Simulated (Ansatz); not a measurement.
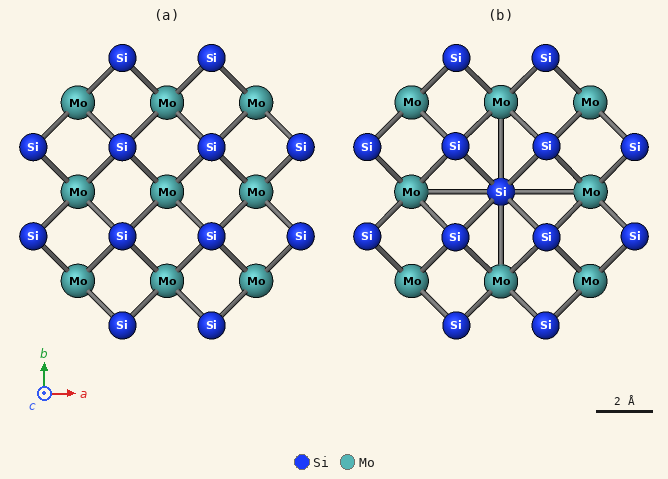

Left: perfect Si2Mo. Right: the same region with one point defect, after relaxing the atoms in a supercell of 27 sites. The picture is a ball-and-stick view of the atoms within 6.0 Å of one point, in a slice 4.2 Å thick across the line of sight, seen along the c axis.

These are results of DFT PBE, scalar-relativistic, plane waves, PAW in Ansatz 0.2.0, not measurements. (plane-wave cutoff 420 eV; k-point mesh 4 × 4 × 4; occupations gaussian; smearing width 0.1 eV; no spin polarisation) The cell is small and the k-mesh coarse, so the numbers are rough. The axes drawn are those of the host's conventional cell.

Which defect is it?

Answer. A molybdenum atom is replaced by silicon.

The charge state of the cell is 0.

How does the lattice respond?

Answer. In the host the Mo atom has 10 Si at 2.62 to 2.64 Å; the Si atom ends with 10 Si at 2.63 to 2.67 Å. Of the host's atoms, a silicon atom moves furthest from its site, by 0.05 Å. Relaxing the atoms from the host's sites lowers the energy by 0.13 eV. At a tolerance of 0.02 Å the relaxed supercell has space group I4/mmm.
